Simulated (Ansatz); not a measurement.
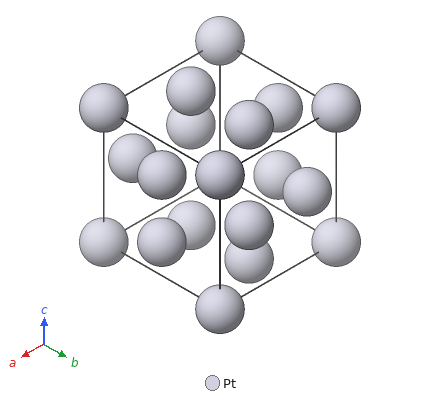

Pt (Pm-3n, No. 223): coordinates from a relaxation with DFT, r2SCAN, plane waves (500 eV) with PAW, scalar-relativistic in Ansatz; the starting structure was generated, so it need not be a known form of this composition.

```cif
data_structure
_symmetry_space_group_name_H-M 'Pm-3n'
_symmetry_Int_Tables_number 223
_cell_length_a 5.0267
_cell_length_b 5.0267
_cell_length_c 5.0267
_cell_angle_alpha 90.000
_cell_angle_beta 90.000
_cell_angle_gamma 90.000
_cell_volume 127.01
loop_
_atom_site_label
_atom_site_type_symbol
_atom_site_symmetry_multiplicity
_atom_site_Wyckoff_symbol
_atom_site_fract_x
_atom_site_fract_y
_atom_site_fract_z
_atom_site_occupancy
Pt1 Pt 2 a 0.00000 0.00000 0.00000 1
Pt2 Pt 6 c 0.25000 0.00000 0.50000 1
```

**What will a HAADF-like image along [111] show? Simulated incoherent Z contrast: every atom adds Z^1.7 spread by a probe of 0.54 Å full width; channelling and multiple scattering are left out. Shot noise was added.**

The columns repeat on a hexagonal net with a repeat of 4.10 Å (plane group p6mm). The brightest columns hold 2 Pt per repeat; in falling brightness follow 1 Pt (about 50 %). Brightness is counted from the darkest point of the image. The shortest distance between visible columns is 1.03 Å in projection (between Pt columns). Along the beam the structure repeats every 8.71 Å.

```
column  atoms along the beam per repeat  peak brightness
    Pt                             2 Pt            100 %
    Pt                             1 Pt             50 %
```

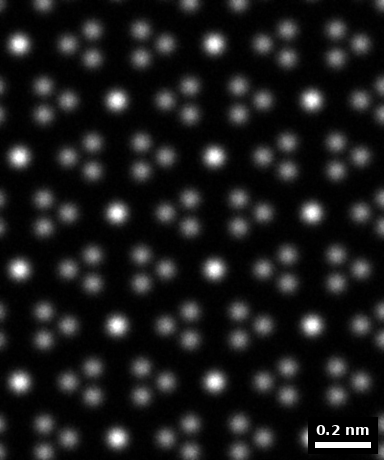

The simulated image.
